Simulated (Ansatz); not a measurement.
# C2HCl5: geometry relaxation (part 1 of 4)

System: C2HCl5 (Pnma, 32 atoms in the cell).
Method: DFT LDA, scalar-relativistic, plane waves, PAW, no spin polarisation (Ansatz 0.2.0).

The structure derives from an entry of the Crystallography Open Database. Figures and captions count atoms from 1; the log counts them from 0 in places.

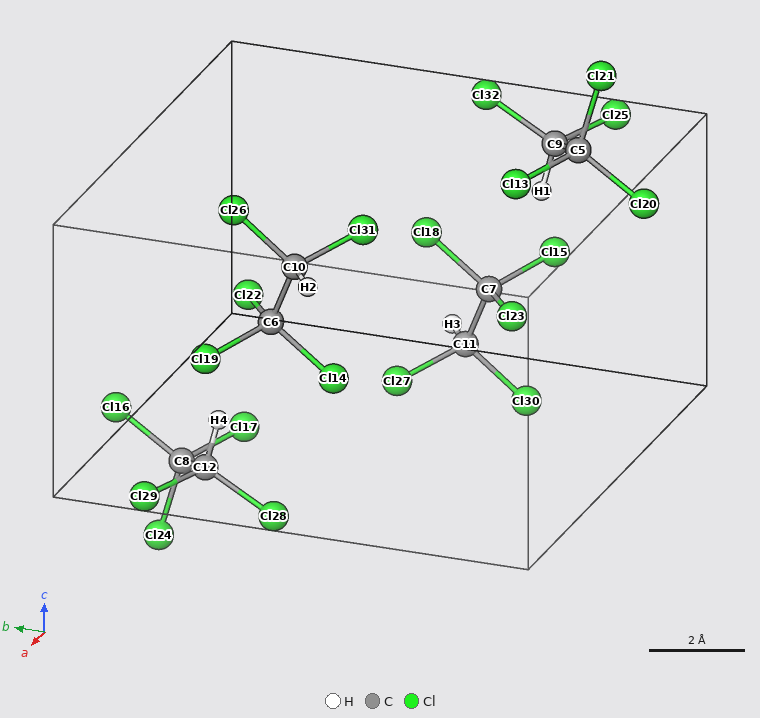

**Figure 1.** The input geometry (ball-and-stick view of the cell of the calculation, seen at an oblique angle; atoms are numbered from 1 in the order of the input). An atom can appear more than once, as a periodic image. Near neighbours in the periodic cell (some may lie outside the picture): H has 1 C at 1.10 Å; C has 1 C at 1.55 Å and 3 Cl at 1.78 Å; C has 1 C at 1.55 Å, 2 Cl at 1.78 Å and 1 H at 1.10 Å; Cl has 1 C at 1.78 Å.

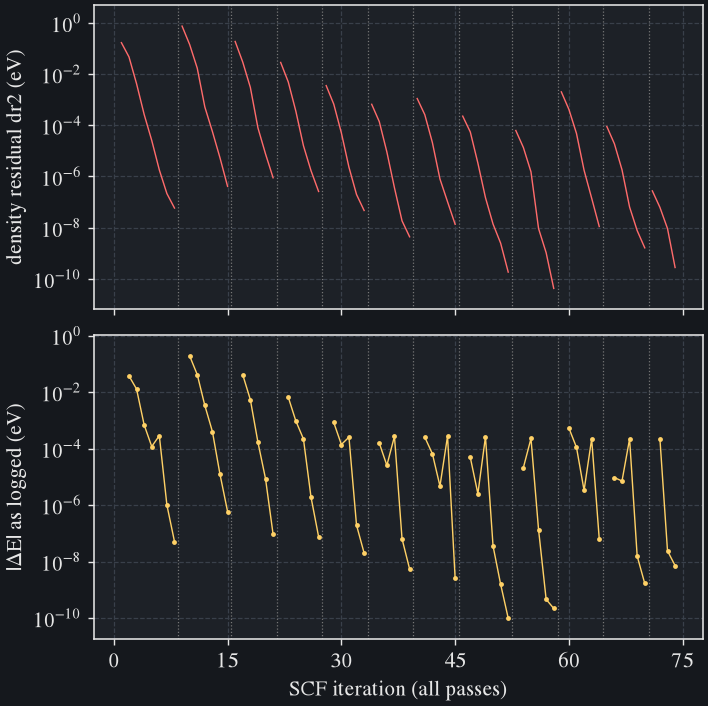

**Figure 2.** Convergence of the self-consistent field: density residual dr2 and size of the energy change against the SCF iteration. The dotted lines part the SCF passes of the relaxation: geometry steps, rejected trials and re-solves on a re-selected basis. The 12 passes take 4 to 8 iterations each, 74 in all.

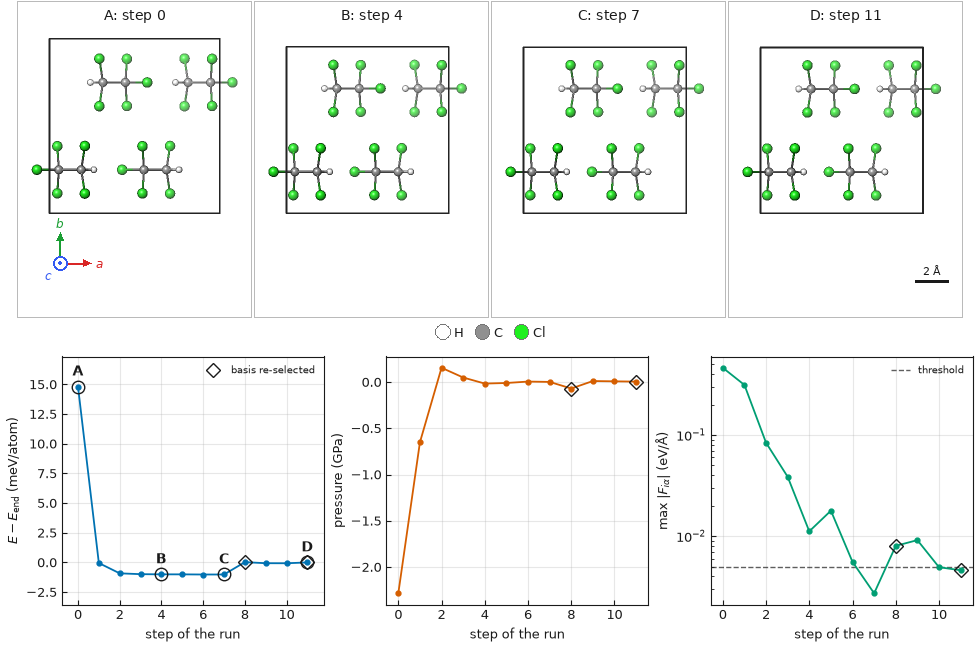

**Figure 3.** Frames of the relaxation (ball-and-stick view of the cell of the calculation, along the c axis) above the curves, on which the letters mark them (the first geometry is step 0 here and step 1 in the log).

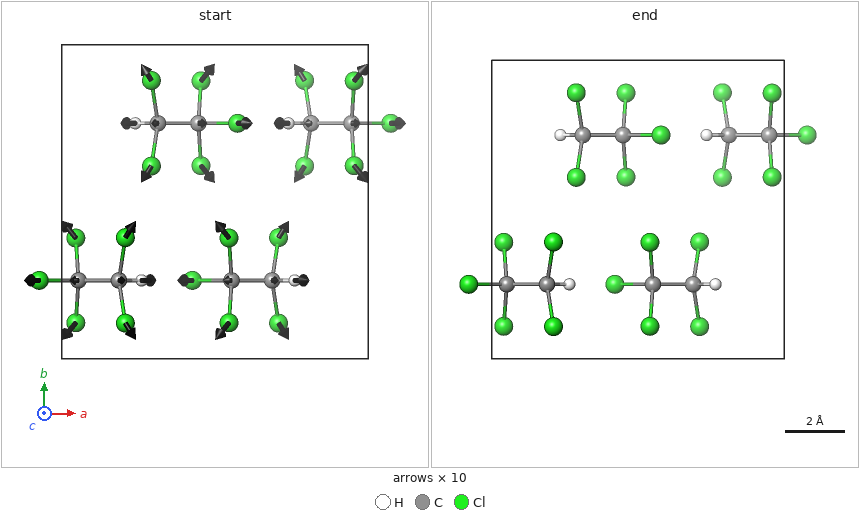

**Figure 4.** Before (left) and after (right) the relaxation, at one scale (ball-and-stick view of the cell of the calculation, along the c axis). The black arrows give the displacements (without the part carried along by the change of the cell), magnified 10 times. The largest moves relative to the cell, 0.088 Å, are those of H1, H2, H3 and H4. Largest moves by element: H 0.088 Å, Cl 0.086 Å, C 0.034 Å. Cell: a 10.465 → 9.984 Å (−4.6 %), b 10.732 → 10.196 Å (−5.0 %), c 6.251 → 5.965 Å (−4.6 %). Volume −13.5 %. Distances before and after: C5–C9 1.551 → 1.529 Å, C10–Cl26 1.775 → 1.754 Å, C5–Cl13 1.785 → 1.764 Å, H1–C9 1.096 → 1.106 Å. The space group stays Pnma (No. 62). After 9 geometry steps the energy has fallen by 14.9 meV per atom. The largest force component goes from 0.46 to 0.0046 eV/Å. The pressure goes from −2.28 to 0.01 GPa. 1 further SCF at an unchanged geometry re-selected the plane-wave basis for the new cell. The energy change given includes the shifts at the re-selections in mid-walk, which come without any move. A last SCF at the same geometry on a re-selected plane-wave basis shifts the energy by +0.1 meV per atom. (Atoms are counted from 1 in the order of the input.)

The input that produced these results follows, with the program's output.

**Input**
```yaml
crystal:
  lattice:
    - [10.4654319413, 0.0, 0.0]
    - [0.0, 10.7320623179, 0.0]
    - [0.0, 0.0, 6.2510481608]
  atoms:
    - { symbol: H, position: [0.2601849576, 0.25, 0.82532788] }
    - { symbol: H, position: [0.2398150424, 0.75, 0.32532788] }
    - { symbol: H, position: [0.7601849576, 0.25, 0.67467212] }
    - { symbol: H, position: [0.7398150424, 0.75, 0.17467212] }
    - { symbol: C, position: [0.0543359369, 0.25, 0.8364207729] }
    - { symbol: C, position: [0.4456640631, 0.75, 0.3364207729] }
    - { symbol: C, position: [0.5543359369, 0.25, 0.6635792271] }
    - { symbol: C, position: [0.9456640631, 0.75, 0.1635792271] }
    - { symbol: C, position: [0.186276684, 0.25, 0.9494664085] }
    - { symbol: C, position: [0.313723316, 0.75, 0.4494664085] }
    - { symbol: C, position: [0.686276684, 0.25, 0.5505335915] }
    - { symbol: C, position: [0.813723316, 0.75, 0.0505335915] }
    - { symbol: Cl, position: [0.0457068683, 0.384876885, 0.6700229818] }
    - { symbol: Cl, position: [0.4542931317, 0.615123115, 0.1700229818] }
    - { symbol: Cl, position: [0.5457068683, 0.115123115, 0.8299770182] }
    - { symbol: Cl, position: [0.9542931317, 0.884876885, 0.3299770182] }
    - { symbol: Cl, position: [0.9542931317, 0.615123115, 0.3299770182] }
    - { symbol: Cl, position: [0.5457068683, 0.384876885, 0.8299770182] }
    - { symbol: Cl, position: [0.4542931317, 0.884876885, 0.1700229818] }
    - { symbol: Cl, position: [0.0457068683, 0.115123115, 0.6700229818] }
    - { symbol: Cl, position: [0.926287544, 0.25, 0.0226255507] }
    - { symbol: Cl, position: [0.573712456, 0.75, 0.5226255507] }
    - { symbol: Cl, position: [0.426287544, 0.25, 0.4773744493] }
    - { symbol: Cl, position: [0.073712456, 0.75, 0.9773744493] }
    - { symbol: Cl, position: [0.2074690366, 0.1138681677, 0.1068984669] }
    - { symbol: Cl, position: [0.2925309634, 0.8861318323, 0.6068984669] }
    - { symbol: Cl, position: [0.7074690366, 0.3861318323, 0.3931015331] }
    - { symbol: Cl, position: [0.7925309634, 0.6138681677, 0.8931015331] }
    - { symbol: Cl, position: [0.7925309634, 0.8861318323, 0.8931015331] }
    - { symbol: Cl, position: [0.7074690366, 0.1138681677, 0.3931015331] }
    - { symbol: Cl, position: [0.2925309634, 0.6138681677, 0.6068984669] }
    - { symbol: Cl, position: [0.2074690366, 0.3861318323, 0.1068984669] }
basis:
  ecutwfc: 420
kpoints:
  mp_grid: { grid: [2, 2, 4] }
hamiltonian:
  xc: lda
scf:
  occupations: { method: gaussian, width: 0.02 }
output:
  forces: true
  stress: true
  eigenvalues: true
relax:
  adjacent_minimum: "off"
  f_tol: 0.005
  max_steps: 50
  cell: { stress_tol: 0.05 }
```

Launched with:
```bash
ansatz run input.yaml --threads 8 --pin off --max-ram 22528MiB --backend cpu --events-out ev --progress --plain --runs-dir out
```

**What the program printed**
```
Engine: ansatz 0.2.0, x86_64-unknown-linux-gnu
Pseudopotentials: kind: paw
Pseudopotential: H, paw, valence charge 1, recommended cutoff 420 eV (normal), H.paw.azcp
Pseudopotential: C, paw, valence charge 4, recommended cutoff 420 eV (normal), C.paw.azcp
Pseudopotential: Cl, paw, valence charge 7, recommended cutoff 420 eV (normal), Cl.paw.azcp
Functional definition: SPW92
  exchange = slater_x
  correlation = pw_c
Crystal: 32 atoms, lattice volume = 702.091 Å³
Basis set: ecut = 420 eV, 13773 PW (Γ)
Bands: 120, of which v1, the nominal top of the filled ones, is band 88 counted from 1 (87 counted from 0)
Symmetry: 8 space group operations
Space group: Pnma (ITA 62), of the structure as read, at distance tolerance 8.9e-5 Å
k-points: 12 of 16
Non-local potential: H, projectors of the file, l = 0: 2, l = 1: 1
Non-local potential: C, projectors of the file, l = 0: 2, l = 1: 2, l = 2: 1
Non-local potential: Cl, projectors of the file, l = 0: 2, l = 1: 2, l = 2: 2
PAW form: soft (Blöchl's): semilocal exchange-correlation on the pseudo side does not see the compensation charge
PAW frozen core: C, regenerated for the run's functional, and the local potential with it (the file was generated under x = pbe(κ = 0.804, μ = 0.2195149727645171), c = pbe(β = 0.06672455060314922))
PAW frozen core: Cl, regenerated for the run's functional, and the local potential with it (the file was generated under x = pbe(κ = 0.804, μ = 0.2195149727645171), c = pbe(β = 0.06672455060314922))
PAW one-centre angular grid: H, 110 points (default); XC on 64 Gauss nodes
PAW one-centre angular grid: C, 110 points (default); XC on 64 Gauss nodes
PAW one-centre angular grid: Cl, 110 points (default); XC on 64 Gauss nodes
Initial density: superposition of atomic densities (neutral atoms: chi_scale 0, normalization atom), corrected by the library's trained network
Initial wavefunctions: pseudopotential atomic-orbital guess
Functional: x = slater, c = lda
SCF iter   1: F=—  HF=-22891.592735 eV  |F-HF|=—  |Δ(HF+E_count)|=         —  Δρ=5.91e-3  dr2=1.69e-1  ethr=1.77e-3  ⟨swp⟩=6.2  Hψ=5946  notcnv=0  defer=56
preconditioner: auto → Resta (q_TF=auto, 2.166 Å⁻¹)  ε∞=3.2  [insulator: Δε(μ)=4.311 eV  Ē_g=12.433 eV  σ=0.020 eV  W_gap=1.00  n_scr=128 (ndim 8)  ℏωp=18.6 eV  f_vac=0.121  D(μ)=0.00/eV (n_scr^D=0)  ε∞_Penn≈3.2]
SCF iter   2: F=—  HF=-22891.555390 eV  |F-HF|=—  |Δ(HF+E_count)|=   3.73e-2  Δρ=3.13e-3  dr2=4.70e-2  ethr=9.60e-5  ⟨swp⟩=2.9  Hψ=2665  notcnv=0  defer=249
SCF iter   3: F=—  HF=-22891.542618 eV  |F-HF|=—  |Δ(HF+E_count)|=   1.28e-2  Δρ=5.91e-4  dr2=4.20e-3  ethr=2.67e-5  ⟨swp⟩=2.0  Hψ=1935  notcnv=0  defer=308
SCF iter   4: F=—  HF=-22891.541927 eV  |F-HF|=—  |Δ(HF+E_count)|=   6.91e-4  Δρ=2.07e-4  dr2=2.66e-4  ethr=2.39e-6  ⟨swp⟩=2.2  Hψ=2023  notcnv=0  defer=308
SCF iter   5: F=—  HF=-22891.542045 eV  |F-HF|=—  |Δ(HF+E_count)|=   1.18e-4  Δρ=6.24e-5  dr2=2.56e-5  ethr=1.51e-7  ⟨swp⟩=2.5  Hψ=2206  notcnv=0  defer=308
SCF iter   6: F=—  HF=-22891.542331 eV  |F-HF|=—  |Δ(HF+E_count)|=   2.86e-4  Δρ=1.51e-5  dr2=1.81e-6  ethr=1.45e-8  ⟨swp⟩=2.5  Hψ=2229  notcnv=0  defer=308
SCF iter   7: F=—  HF=-22891.542332 eV  |F-HF|=—  |Δ(HF+E_count)|=   9.99e-7  Δρ=4.84e-6  dr2=2.15e-7  ethr=1.03e-9  ⟨swp⟩=2.3  Hψ=2141  notcnv=0  defer=308
SCF iter   8: F=-22891.542332 eV  HF=-22891.542332 eV  |F-HF|=3.78e-8  |Δ(HF+E_count)|=   5.09e-8  Δρ=2.46e-6  dr2=5.84e-8  ethr=5.68e-11  ⟨swp⟩=12.7  Hψ=7107  notcnv=0
SCF 1 converged in 8 iterations: F = -22891.542332 eV  dr2 = 5.84e-8
  greatest PAW one-centre occupation: 0.900 electrons in one spin orbital (limit 2), on the Cl atom at site 23 (counted from 0), in its partial waves of l = 0
relax step   1: F+E_penalty+E_count = -22891.54233226 eV  Δ(F+E_penalty+E_count) = +0.000e0 eV  max|allowed force component| = 4.626e-1 eV/Å  Δτ_max = 0.0000 Å  P = -2.284 GPa  Ω = 702.091 Å³  (8 SCF iters, dr2 threshold 1.00e-7 eV, accepted)
Crystal: 32 atoms, lattice volume = 614.541 Å³
Basis set: ecut = 420 eV, 11987 PW (Γ)
Initial density: handed on by an earlier stage of this run
Initial wavefunctions: those handed on with the density
iter 1 solved again at ethr=4.13e-4 eV; its pass at ethr=3.10e-3 eV (dr2=7.26e-1 eV) is discarded
SCF iter   1: F=—  HF=-22892.253704 eV  |F-HF|=—  |Δ(HF+E_count)|=         —  Δρ=1.39e-2  dr2=7.50e-1  ethr=4.13e-4  ⟨swp⟩=3.5  Hψ=6658  notcnv=0
preconditioner: auto → Resta (q_TF=auto, 2.215 Å⁻¹)  ε∞=3.5  [insulator: Δε(μ)=4.215 eV  Ē_g=12.692 eV  σ=0.020 eV  W_gap=1.00  n_scr=112 (ndim 8)  ℏωp=19.9 eV  f_vac=0.032  D(μ)=0.00/eV (n_scr^D=0)  ε∞_Penn≈3.5]
SCF iter   2: F=—  HF=-22892.062593 eV  |F-HF|=—  |Δ(HF+E_count)|=   1.91e-1  Δρ=6.81e-3  dr2=1.43e-1  ethr=4.13e-4  ⟨swp⟩=3.8  Hψ=2474  notcnv=0  defer=24
SCF iter   3: F=—  HF=-22892.020991 eV  |F-HF|=—  |Δ(HF+E_count)|=   4.16e-2  Δρ=1.41e-3  dr2=1.71e-2  ethr=8.13e-5  ⟨swp⟩=3.2  Hψ=2639  notcnv=0  defer=24
SCF iter   4: F=—  HF=-22892.017629 eV  |F-HF|=—  |Δ(HF+E_count)|=   3.36e-3  Δρ=3.55e-4  dr2=5.21e-4  ethr=9.74e-6  ⟨swp⟩=2.7  Hψ=2696  notcnv=0  defer=24
SCF iter   5: F=—  HF=-22892.018029 eV  |F-HF|=—  |Δ(HF+E_count)|=   4.00e-4  Δρ=1.01e-4  dr2=5.69e-5  ethr=2.96e-7  ⟨swp⟩=2.3  Hψ=2358  notcnv=0  defer=25
SCF iter   6: F=—  HF=-22892.018041 eV  |F-HF|=—  |Δ(HF+E_count)|=   1.22e-5  Δρ=2.84e-5  dr2=5.35e-6  ethr=3.24e-8  ⟨swp⟩=2.1  Hψ=2147  notcnv=0  defer=25
SCF iter   7: F=-22892.018042 eV  HF=-22892.018041 eV  |F-HF|=1.23e-8  |Δ(HF+E_count)|=   5.89e-7  Δρ=7.99e-6  dr2=4.10e-7  ethr=1.82e-9  ⟨swp⟩=9.0  Hψ=6668  notcnv=0
SCF 2 converged in 7 iterations: F = -22892.018042 eV  dr2 = 4.10e-7
[... from here on the iterations of each SCF are left out, up to the last one ...]
relax step   2: F+E_penalty+E_count = -22892.01804150 eV  Δ(F+E_penalty+E_count) = -4.757e-1 eV  max|allowed force component| = 3.129e-1 eV/Å  Δτ_max = 0.1162 Å  P = -0.651 GPa  Ω = 614.541 Å³  energy of the carried Pulay correction = +5.377e-2 eV  (7 SCF iters, dr2 threshold 3.20e-6 eV, accepted)
Crystal: 32 atoms, lattice volume = 610.189 Å³
Basis set: ecut = 420 eV, 11913 PW (Γ)
preconditioner: auto → Resta (q_TF=auto, 2.218 Å⁻¹)  ε∞=3.4  [insulator: Δε(μ)=4.257 eV  Ē_g=12.775 eV  σ=0.020 eV  W_gap=1.00  n_scr=112 (ndim 8)  ℏωp=19.9 eV  f_vac=0.033  D(μ)=0.00/eV (n_scr^D=0)  ε∞_Penn≈3.4]
SCF 3 converged in 6 iterations: F = -22892.045824 eV  dr2 = 8.92e-7
relax step   3: F+E_penalty+E_count = -22892.04582408 eV  Δ(F+E_penalty+E_count) = -2.778e-2 eV  max|allowed force component| = 8.391e-2 eV/Å  Δτ_max = 0.0617 Å  P = +0.155 GPa  Ω = 610.189 Å³  energy of the carried Pulay correction = +5.663e-2 eV  (6 SCF iters, dr2 threshold 3.20e-6 eV, accepted)
Crystal: 32 atoms, lattice volume = 610.830 Å³
Basis set: ecut = 420 eV, 11911 PW (Γ)
preconditioner: auto → Resta (q_TF=auto, 2.217 Å⁻¹)  ε∞=3.4  [insulator: Δε(μ)=4.298 eV  Ē_g=12.774 eV  σ=0.020 eV  W_gap=1.00  n_scr=112 (ndim 8)  ℏωp=19.9 eV  f_vac=0.034  D(μ)=0.00/eV (n_scr^D=0)  ε∞_Penn≈3.4]
SCF 4 converged in 6 iterations: F = -22892.048072 eV  dr2 = 2.60e-7
relax step   4: F+E_penalty+E_count = -22892.04807205 eV  Δ(F+E_penalty+E_count) = -2.248e-3 eV  max|allowed force component| = 3.864e-2 eV/Å  Δτ_max = 0.0258 Å  P = +0.049 GPa  Ω = 610.830 Å³  energy of the carried Pulay correction = +5.621e-2 eV  (6 SCF iters, dr2 threshold 4.40e-7 eV, accepted)
Crystal: 32 atoms, lattice volume = 610.950 Å³
Basis set: ecut = 420 eV, 11923 PW (Γ)
preconditioner: auto → Resta (q_TF=auto, 2.217 Å⁻¹)  ε∞=3.4  [insulator: Δε(μ)=4.302 eV  Ē_g=12.766 eV  σ=0.020 eV  W_gap=1.00  n_scr=112 (ndim 8)  ℏωp=19.9 eV  f_vac=0.034  D(μ)=0.00/eV (n_scr^D=0)  ε∞_Penn≈3.4]
SCF 5 converged in 6 iterations: F = -22892.048537 eV  dr2 = 4.69e-8
```
